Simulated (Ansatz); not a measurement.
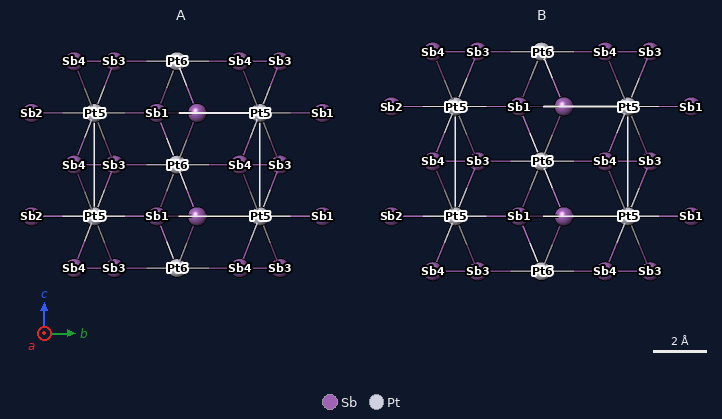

Two geometries of a crystal of Sb₂Pt (built on the marcasite_58 type) (coarse preliminary run), drawn at one scale. One is the start of a relaxation, the other its converged end. A ball-and-stick model of the cell of the calculation, seen along the a axis.

The calculation used DFT PBE, scalar-relativistic, plane waves, PAW in Ansatz. (plane-wave cutoff 420 eV; k-point mesh 4 × 4 × 4; occupations gaussian; smearing width 0.1 eV; no spin polarisation; cell and atoms relaxed; force threshold 0.04 eV/Å; at most 70 steps)

Question: Which geometry has the lower energy?

Answer: Structure B is the relaxed one. Case: marcasite type (Pnnm, No. 58). After 3 accepted moves (4 points after the start) the energy has fallen by 220 meV per atom. Largest force component: 1.6 eV/Å at the start, 0.0062 eV/Å at the end. Pressure: 19.70 GPa at the start and −0.04 GPa at the end. At 1 point the geometry stayed and the basis and grid were re-selected for the new cell (energy shift of 1.0 meV per atom at most each time). The largest moves relative to the cell, 0.10 Å, are those of Sb1, Sb2, Sb3 and Sb4. Sb3 goes along [2 1 0]. Pt stays in place. The drawn cell changes as follows: a 5.160 → 5.352 Å (+3.7 %), b 6.297 → 6.556 Å (+4.1 %), c 3.931 → 4.177 Å (+6.2 %); the volume changes by +14.8 %. Some distances before and after: Sb1–Sb2 2.571 → 2.878 Å, Sb1–Pt6 2.615 → 2.719 Å, Sb1–Pt5 2.599 → 2.687 Å. Among the angles between lasting bonds that change: Sb1–Pt6–Sb1 97.5° → 100.3°, Sb1–Pt6–Sb2 82.5° → 79.7°, Pt6–Sb2–Pt6 97.5° → 100.3°. The space group stays Pnnm (No. 58). The run took 62 s on 1 thread of Intel(R) Xeon(R) Platinum 8375C CPU @ 2.90GHz (Ice Lake), with other jobs on the host, peak memory 0.55 GiB.

Limits of the set-up: the k-point mesh is coarse for a cell with partly filled bands.
